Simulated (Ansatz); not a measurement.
**Geometry relaxation, with input and output: B₂₄N₂₅ (part 4 of 4)**

B₂₄N₂₅ (defect cell, 49 atoms in the cell); DFT PBE, scalar-relativistic, plane waves, PAW, spin-polarised (Ansatz 0.2.0); cutoff 420 eV, 2×2×2 k-mesh, Gaussian smearing of 0.01 eV, collinear spins. The structure derives from a Materials Project entry. It belongs to a series of runs on one base structure; here: N interstitial, charge +0, atoms relaxed at the host's cell.

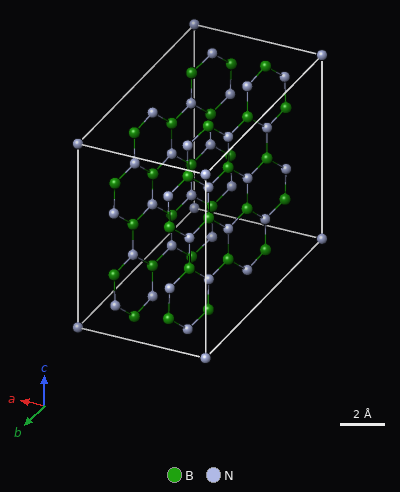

**Figure 1.** The geometry at step 3 of the log (ball-and-stick view of the cell of the calculation, seen at an oblique angle).

File populations.tsv, continued:
```
43	N	1_2P	-	2.093759	2.092713
44	N	0_2S	-	0.579019	0.578973
44	N	1_2P	-	2.094254	2.092654
45	N	0_2S	-	0.578904	0.578815
45	N	1_2P	-	2.093759	2.092713
46	N	0_2S	-	0.580491	0.578241
46	N	1_2P	-	2.103731	2.072315
47	N	0_2S	-	0.580491	0.578241
47	N	1_2P	-	2.103731	2.072315
48	N	0_2S	-	0.982224	0.971624
48	N	1_2P	-	2.952197	0.151921
```

Trajectory as extended XYZ (Å, eV, eV/Å), 5 frames, from step=1 to step=5:
```
49
Lattice="0.0000 0.0000 8.3432 7.5365 -4.3512 0.0000 0.0000 8.7025 0.0000" Properties=species:S:1:pos:R:3:forces:R:3 step=1 energy=-13396.22659
B     0.0000    1.4504    2.0858    0.0000   0.0700  -0.0566
B     3.7683   -0.7252    2.0858   -0.0017  -0.0032  -0.0029
B     2.5122    1.4504    2.0858    0.0079   0.0046   0.0249
B     1.2561    3.6260    2.0858   -0.0036   0.0001  -0.0029
B     0.0000    5.8016    2.0858    0.0000  -0.0092   0.0249
B     6.2805   -0.7252    2.0858    0.0036   0.0001  -0.0029
B     5.0244    1.4504    2.0858   -0.0019   0.0030  -0.0029
B     3.7683    3.6260    2.0858    0.0017  -0.0032  -0.0029
B     2.5122    5.8016    2.0858    0.0019   0.0030  -0.0029
B     1.2561   -0.7252    2.0858    0.0607  -0.0350  -0.0566
B     6.2805    3.6260    2.0858   -0.0607  -0.0350  -0.0566
B     5.0244   -2.9008    2.0858   -0.0079   0.0046   0.0249
B     1.2561    0.7252    6.2574    0.0607   0.0350   0.0566
B     5.0244   -1.4504    6.2574   -0.0019  -0.0030   0.0029
B     3.7683    0.7252    6.2574   -0.0017   0.0032   0.0029
B     2.5122    2.9008    6.2574    0.0019  -0.0030   0.0029
B     1.2561    5.0764    6.2574   -0.0036  -0.0001   0.0029
B     0.0000    2.9008    6.2574    0.0000   0.0092  -0.0249
B     6.2805    0.7252    6.2574    0.0036  -0.0001   0.0029
B     5.0244    2.9008    6.2574   -0.0079  -0.0046  -0.0249
B     3.7683    5.0764    6.2574    0.0017   0.0032   0.0029
B     2.5122   -1.4504    6.2574    0.0079  -0.0046  -0.0249
B     0.0000    7.2520    6.2574    0.0000  -0.0700   0.0566
B     6.2805    5.0764    6.2574   -0.0607   0.0350   0.0566
N     0.0000    1.4504    6.2574    0.0000   0.2846  -0.5069
N     3.7683   -0.7252    6.2574   -0.0006  -0.0011   0.0066
N     2.5122    1.4504    6.2574   -0.0162  -0.0094  -0.0143
N     1.2561    3.6260    6.2574   -0.0012   0.0000   0.0066
N     0.0000    5.8016    6.2574    0.0000   0.0187  -0.0143
N     6.2805   -0.7252    6.2574    0.0012   0.0000   0.0066
N     5.0244    1.4504    6.2574   -0.0006   0.0011   0.0066
N     3.7683    3.6260    6.2574    0.0006  -0.0011   0.0066
N     2.5122    5.8016    6.2574    0.0006   0.0011   0.0066
N     1.2561   -0.7252    6.2574    0.2465  -0.1423  -0.5069
N     6.2805    3.6260    6.2574   -0.2465  -0.1423  -0.5069
N     5.0244   -2.9008    6.2574    0.0162  -0.0094  -0.0143
N     1.2561    0.7252    2.0858    0.2465   0.1423   0.5069
N     5.0244   -1.4504    2.0858   -0.0006  -0.0011  -0.0066
N     3.7683    0.7252    2.0858   -0.0006   0.0011  -0.0066
N     2.5122    2.9008    2.0858    0.0006  -0.0011  -0.0066
N     1.2561    5.0764    2.0858   -0.0012   0.0000  -0.0066
N     0.0000    2.9008    2.0858    0.0000  -0.0187   0.0143
N     6.2805    0.7252    2.0858    0.0012   0.0000  -0.0066
N     5.0244    2.9008    2.0858    0.0162   0.0094   0.0143
N     3.7683    5.0764    2.0858    0.0006   0.0011  -0.0066
N     2.5122   -1.4504    2.0858   -0.0162   0.0094   0.0143
N     0.0000    7.2520    2.0858    0.0000  -0.2846   0.5069
N     6.2805    5.0764    2.0858   -0.2465   0.1423   0.5069
N     0.0000    0.0000    0.0000    0.0000   0.0000   0.0000
49
Lattice="0.0000 0.0000 8.3432 7.5365 -4.3512 0.0000 0.0000 8.7025 0.0000" Properties=species:S:1:pos:R:3:forces:R:3 step=2 energy=-13396.58746
B     0.0000    1.4505    2.2418    0.0000   0.0327   0.1773
B     3.7679   -0.7247    2.1866   -0.0073  -0.0038   0.0607
B     2.5141    1.4515    2.2177   -0.0110  -0.0063   0.0053
B     1.2563    3.6254    2.1866   -0.0070  -0.0044   0.0607
B     0.0000    5.7995    2.2177    0.0000   0.0127   0.0053
B     6.2803   -0.7258    2.1866    0.0070  -0.0044   0.0607
B     5.0250    1.4505    2.1866    0.0003   0.0082   0.0607
B     3.7687    3.6265    2.1866    0.0073  -0.0038   0.0607
B     2.5116    5.8018    2.1866   -0.0003   0.0082   0.0607
B     1.2561   -0.7252    2.2418    0.0283  -0.0164   0.1773
B     6.2804    3.6260    2.2418   -0.0283  -0.0164   0.1773
B     5.0225   -2.8997    2.2177    0.0110  -0.0063   0.0053
B     1.2561    0.7252    6.1013    0.0283   0.0164  -0.1773
B     5.0250   -1.4505    6.1566    0.0003  -0.0082  -0.0607
B     3.7679    0.7247    6.1566   -0.0073   0.0038  -0.0607
B     2.5116    2.9007    6.1566   -0.0003  -0.0082  -0.0607
B     1.2563    5.0770    6.1566   -0.0070   0.0044  -0.0607
B     0.0000    2.9030    6.1255    0.0000  -0.0127  -0.0053
B     6.2803    0.7258    6.1566    0.0070   0.0044  -0.0607
B     5.0225    2.8997    6.1255    0.0110   0.0063  -0.0053
B     3.7687    5.0760    6.1566    0.0073   0.0038  -0.0607
B     2.5141   -1.4515    6.1255   -0.0110   0.0063  -0.0053
B     0.0000    7.2520    6.1013    0.0000  -0.0327  -0.1773
B     6.2804    5.0765    6.1013   -0.0283   0.0164  -0.1773
N     0.0000    1.4535    6.0647    0.0000   0.0523   0.0029
N     3.7691   -0.7256    6.1541   -0.0162  -0.0024   0.0205
N     2.5118    1.4502    6.1406   -0.0124  -0.0071   0.0461
N     1.2562    3.6269    6.1541   -0.0102  -0.0128   0.0205
N     0.0000    5.8021    6.1406    0.0000   0.0143   0.0461
N     6.2804   -0.7243    6.1541    0.0102  -0.0128   0.0205
N     5.0236    1.4499    6.1541    0.0060   0.0152   0.0205
N     3.7674    3.6256    6.1541    0.0162  -0.0024   0.0205
N     2.5129    5.8011    6.1541   -0.0060   0.0152   0.0205
N     1.2588   -0.7268    6.0647    0.0453  -0.0262   0.0029
N     6.2778    3.6245    6.0647   -0.0453  -0.0262   0.0029
N     5.0247   -2.9010    6.1406    0.0124  -0.0071   0.0461
N     1.2588    0.7268    2.2784    0.0453   0.0262  -0.0029
N     5.0236   -1.4499    2.1891    0.0060  -0.0152  -0.0205
N     3.7691    0.7256    2.1891   -0.0162   0.0024  -0.0205
N     2.5129    2.9013    2.1891   -0.0060  -0.0152  -0.0205
N     1.2562    5.0755    2.1891   -0.0102   0.0128  -0.0205
N     0.0000    2.9004    2.2026    0.0000  -0.0143  -0.0461
N     6.2804    0.7243    2.1891    0.0102   0.0128  -0.0205
N     5.0247    2.9010    2.2026    0.0124   0.0071  -0.0461
N     3.7674    5.0768    2.1891    0.0162   0.0024  -0.0205
N     2.5118   -1.4502    2.2026   -0.0124   0.0071  -0.0461
N     0.0000    7.2489    2.2784    0.0000  -0.0523  -0.0029
N     6.2778    5.0780    2.2784   -0.0453   0.0262  -0.0029
N     0.0000    0.0000    0.0000    0.0000   0.0000   0.0000
49
Lattice="0.0000 0.0000 8.3432 7.5365 -4.3512 0.0000 0.0000 8.7025 0.0000" Properties=species:S:1:pos:R:3:forces:R:3 step=3 energy=-13396.69459
B     0.0000    1.4511    2.4183    0.0000   0.0149  -0.0659
B     3.7677   -0.7248    2.3303   -0.0025  -0.0007  -0.0351
B     2.5142    1.4516    2.3588   -0.0158  -0.0091   0.0452
B     1.2562    3.6253    2.3303   -0.0019  -0.0018  -0.0351
B     0.0000    5.7993    2.3588    0.0000   0.0182   0.0452
B     6.2804   -0.7259    2.3303    0.0019  -0.0018  -0.0351
B     5.0250    1.4507    2.3303    0.0006   0.0025  -0.0351
B     3.7688    3.6264    2.3303    0.0025  -0.0007  -0.0351
B     2.5116    5.8019    2.3303   -0.0006   0.0025  -0.0351
B     1.2567   -0.7256    2.4183    0.0129  -0.0074  -0.0659
B     6.2798    3.6257    2.4183   -0.0129  -0.0074  -0.0659
B     5.0224   -2.8997    2.3588    0.0158  -0.0091   0.0452
B     1.2567    0.7256    5.9248    0.0129   0.0074   0.0659
B     5.0250   -1.4507    6.0128    0.0006  -0.0025   0.0351
B     3.7677    0.7248    6.0128   -0.0025   0.0007   0.0351
B     2.5116    2.9006    6.0128   -0.0006  -0.0025   0.0351
B     1.2562    5.0771    6.0128   -0.0019   0.0018   0.0351
B     0.0000    2.9031    5.9844    0.0000  -0.0182  -0.0452
B     6.2804    0.7259    6.0128    0.0019   0.0018   0.0351
B     5.0224    2.8997    5.9844    0.0158   0.0091  -0.0452
B     3.7688    5.0760    6.0128    0.0025   0.0007   0.0351
B     2.5142   -1.4516    5.9844   -0.0158   0.0091  -0.0452
B     0.0000    7.2513    5.9248    0.0000  -0.0149   0.0659
B     6.2798    5.0768    5.9248   -0.0129   0.0074   0.0659
N     0.0000    1.4544    5.9017    0.0000  -0.0396   0.0179
N     3.7690   -0.7256    6.0180   -0.0100  -0.0005  -0.0208
N     2.5116    1.4501    5.9970   -0.0154  -0.0089  -0.0736
N     1.2561    3.6268    6.0180   -0.0054  -0.0084  -0.0208
N     0.0000    5.8023    5.9970    0.0000   0.0178  -0.0736
N     6.2805   -0.7244    6.0180    0.0054  -0.0084  -0.0208
N     5.0236    1.4500    6.0180    0.0046   0.0089  -0.0208
N     3.7676    3.6256    6.0180    0.0100  -0.0005  -0.0208
N     2.5129    5.8012    6.0180   -0.0046   0.0089  -0.0208
N     1.2596   -0.7272    5.9017   -0.0343   0.0198   0.0179
N     6.2770    3.6240    5.9017    0.0343   0.0198   0.0179
N     5.0249   -2.9011    5.9970    0.0154  -0.0089  -0.0736
N     1.2596    0.7272    2.4414   -0.0343  -0.0198  -0.0179
N     5.0236   -1.4500    2.3251    0.0046  -0.0089   0.0208
N     3.7690    0.7256    2.3251   -0.0100   0.0005   0.0208
N     2.5129    2.9012    2.3251   -0.0046  -0.0089   0.0208
N     1.2561    5.0756    2.3251   -0.0054   0.0084   0.0208
N     0.0000    2.9002    2.3461    0.0000  -0.0178   0.0736
N     6.2805    0.7244    2.3251    0.0054   0.0084   0.0208
N     5.0249    2.9011    2.3461    0.0154   0.0089   0.0736
N     3.7676    5.0769    2.3251    0.0100   0.0005   0.0208
N     2.5116   -1.4501    2.3461   -0.0154   0.0089   0.0736
N     0.0000    7.2480    2.4414    0.0000   0.0396  -0.0179
N     6.2770    5.0784    2.4414    0.0343  -0.0198  -0.0179
N     0.0000    0.0000    0.0000    0.0000   0.0000   0.0000
49
Lattice="0.0000 0.0000 8.3432 7.5365 -4.3512 0.0000 0.0000 8.7025 0.0000" Properties=species:S:1:pos:R:3:forces:R:3 step=4 energy=-13396.70071
B     0.0000    1.4510    2.4155    0.0000   0.0112   0.0142
B     3.7679   -0.7250    2.3457    0.0004   0.0010   0.0068
B     2.5138    1.4514    2.3756   -0.0116  -0.0067  -0.0291
B     1.2561    3.6256    2.3457    0.0011  -0.0002   0.0068
B     0.0000    5.7997    2.3756    0.0000   0.0134  -0.0291
B     6.2804   -0.7256    2.3457   -0.0011  -0.0002   0.0068
B     5.0247    1.4506    2.3457    0.0007  -0.0008   0.0068
B     3.7686    3.6263    2.3457   -0.0004   0.0010   0.0068
B     2.5118    5.8018    2.3457   -0.0007  -0.0008   0.0068
B     1.2566   -0.7255    2.4155    0.0097  -0.0056   0.0142
B     6.2799    3.6257    2.4155   -0.0097  -0.0056   0.0142
B     5.0227   -2.8999    2.3756    0.0116  -0.0067  -0.0291
B     1.2566    0.7255    5.9277    0.0097   0.0056  -0.0142
B     5.0247   -1.4506    5.9974    0.0007   0.0008  -0.0068
B     3.7679    0.7250    5.9974    0.0004  -0.0010  -0.0068
B     2.5118    2.9006    5.9974   -0.0007   0.0008  -0.0068
B     1.2561    5.0769    5.9974    0.0011   0.0002  -0.0068
B     0.0000    2.9027    5.9675    0.0000  -0.0134   0.0291
B     6.2804    0.7256    5.9974   -0.0011   0.0002  -0.0068
B     5.0227    2.8999    5.9675    0.0116   0.0067   0.0291
B     3.7686    5.0762    5.9974   -0.0004  -0.0010  -0.0068
B     2.5138   -1.4514    5.9675   -0.0116   0.0067   0.0291
B     0.0000    7.2514    5.9277    0.0000  -0.0112  -0.0142
B     6.2799    5.0767    5.9277   -0.0097   0.0056  -0.0142
N     0.0000    1.4534    5.9039    0.0000  -0.0128   0.0213
N     3.7687   -0.7255    5.9999   -0.0020  -0.0004  -0.0084
N     2.5120    1.4503    5.9799   -0.0124  -0.0072  -0.0017
N     1.2561    3.6265    5.9999   -0.0014  -0.0016  -0.0084
N     0.0000    5.8019    5.9799    0.0000   0.0143  -0.0017
N     6.2805   -0.7247    5.9999    0.0014  -0.0016  -0.0084
N     5.0239    1.4502    5.9999    0.0007   0.0020  -0.0084
N     3.7679    3.6257    5.9999    0.0020  -0.0004  -0.0084
N     2.5126    5.8014    5.9999   -0.0007   0.0020  -0.0084
N     1.2587   -0.7267    5.9039   -0.0110   0.0064   0.0213
N     6.2779    3.6245    5.9039    0.0110   0.0064   0.0213
N     5.0246   -2.9009    5.9799    0.0124  -0.0072  -0.0017
N     1.2587    0.7267    2.4393   -0.0110  -0.0064  -0.0213
N     5.0239   -1.4502    2.3433    0.0007  -0.0020   0.0084
N     3.7687    0.7255    2.3433   -0.0020   0.0004   0.0084
N     2.5126    2.9010    2.3433   -0.0007  -0.0020   0.0084
N     1.2561    5.0759    2.3433   -0.0014   0.0016   0.0084
N     0.0000    2.9006    2.3632    0.0000  -0.0143   0.0017
N     6.2805    0.7247    2.3433    0.0014   0.0016   0.0084
N     5.0246    2.9009    2.3632    0.0124   0.0072   0.0017
N     3.7679    5.0767    2.3433    0.0020   0.0004   0.0084
N     2.5120   -1.4503    2.3632   -0.0124   0.0072   0.0017
N     0.0000    7.2491    2.4393    0.0000   0.0128  -0.0213
N     6.2779    5.0779    2.4393    0.0110  -0.0064  -0.0213
N     0.0000    0.0000    0.0000    0.0000   0.0000   0.0000
49
Lattice="0.0000 0.0000 8.3432 7.5365 -4.3512 0.0000 0.0000 8.7025 0.0000" Properties=species:S:1:pos:R:3:forces:R:3 step=5 energy=-13396.70156
B     0.0000    1.4512    2.4120    0.0000  -0.0005  -0.0002
B     3.7680   -0.7250    2.3490   -0.0003   0.0004   0.0004
B     2.5133    1.4511    2.3734   -0.0015  -0.0009   0.0007
B     1.2561    3.6257    2.3490    0.0002  -0.0005   0.0004
B     0.0000    5.8003    2.3734    0.0000   0.0018   0.0007
B     6.2805   -0.7256    2.3490   -0.0002  -0.0005   0.0004
B     5.0247    1.4506    2.3490    0.0005   0.0001   0.0004
B     3.7686    3.6262    2.3490    0.0003   0.0004   0.0004
B     2.5119    5.8018    2.3490   -0.0005   0.0001   0.0004
B     1.2567   -0.7256    2.4120   -0.0004   0.0002  -0.0002
B     6.2798    3.6256    2.4120    0.0004   0.0002  -0.0002
B     5.0232   -2.9001    2.3734    0.0015  -0.0009   0.0007
B     1.2567    0.7256    5.9311   -0.0004  -0.0002   0.0002
B     5.0247   -1.4506    5.9941    0.0005  -0.0001  -0.0004
B     3.7680    0.7250    5.9941   -0.0003  -0.0004  -0.0004
B     2.5119    2.9006    5.9941   -0.0005  -0.0001  -0.0004
B     1.2561    5.0768    5.9941    0.0002   0.0005  -0.0004
B     0.0000    2.9022    5.9697    0.0000  -0.0018  -0.0007
B     6.2805    0.7256    5.9941   -0.0002   0.0005  -0.0004
B     5.0232    2.9001    5.9697    0.0015   0.0009  -0.0007
B     3.7686    5.0762    5.9941    0.0003  -0.0004  -0.0004
B     2.5133   -1.4511    5.9697   -0.0015   0.0009  -0.0007
B     0.0000    7.2513    5.9311    0.0000   0.0005   0.0002
B     6.2798    5.0768    5.9311    0.0004  -0.0002   0.0002
N     0.0000    1.4528    5.9107    0.0000   0.0020   0.0009
N     3.7686   -0.7255    5.9969   -0.0002   0.0009  -0.0002
N     2.5119    1.4502    5.9780    0.0007   0.0004   0.0007
N     1.2560    3.6264    5.9969    0.0007  -0.0006  -0.0002
N     0.0000    5.8020    5.9780    0.0000  -0.0009   0.0007
N     6.2805   -0.7248    5.9969   -0.0007  -0.0006  -0.0002
N     5.0240    1.4503    5.9969    0.0009  -0.0003  -0.0002
N     3.7680    3.6258    5.9969    0.0002   0.0009  -0.0002
N     2.5125    5.8015    5.9969   -0.0009  -0.0003  -0.0002
N     1.2582   -0.7264    5.9107    0.0017  -0.0010   0.0009
N     6.2783    3.6248    5.9107   -0.0017  -0.0010   0.0009
N     5.0247   -2.9010    5.9780   -0.0007   0.0004   0.0007
N     1.2582    0.7264    2.4324    0.0017   0.0010  -0.0009
N     5.0240   -1.4503    2.3463    0.0009   0.0003   0.0002
N     3.7686    0.7255    2.3463   -0.0002  -0.0009   0.0002
N     2.5125    2.9009    2.3463   -0.0009   0.0003   0.0002
N     1.2560    5.0761    2.3463    0.0007   0.0006   0.0002
N     0.0000    2.9004    2.3652    0.0000   0.0009  -0.0007
N     6.2805    0.7248    2.3463   -0.0007   0.0006   0.0002
N     5.0247    2.9010    2.3652   -0.0007  -0.0004  -0.0007
N     3.7680    5.0767    2.3463    0.0002  -0.0009   0.0002
N     2.5119   -1.4502    2.3652    0.0007  -0.0004  -0.0007
N     0.0000    7.2496    2.4324    0.0000  -0.0020  -0.0009
N     6.2783    5.0776    2.4324   -0.0017   0.0010  -0.0009
N     0.0000    0.0000    0.0000    0.0000   0.0000   0.0000
```

Summary:

| quantity | value |
| --- | --- |
| outcome | converged |
| electrons treated | 197 |
| free energy | −13396.7016 eV |
| Fermi energy | 3.815 eV |
| gap on the k-point mesh | 2.16 eV |
| net moment of the cell | 3.00 μB |
| integrated absolute moment | 3.05 μB |
| final volume | 547.20 Å³ |
| largest force (length of the vector) at the end | 0.002 eV/Å |
| hardware | 4 threads of Arm Neoverse V1, 24 GiB of memory available, shared host |
| wall time | 95 s (CPU time 6.2 min) |
| peak memory | 2 GiB |
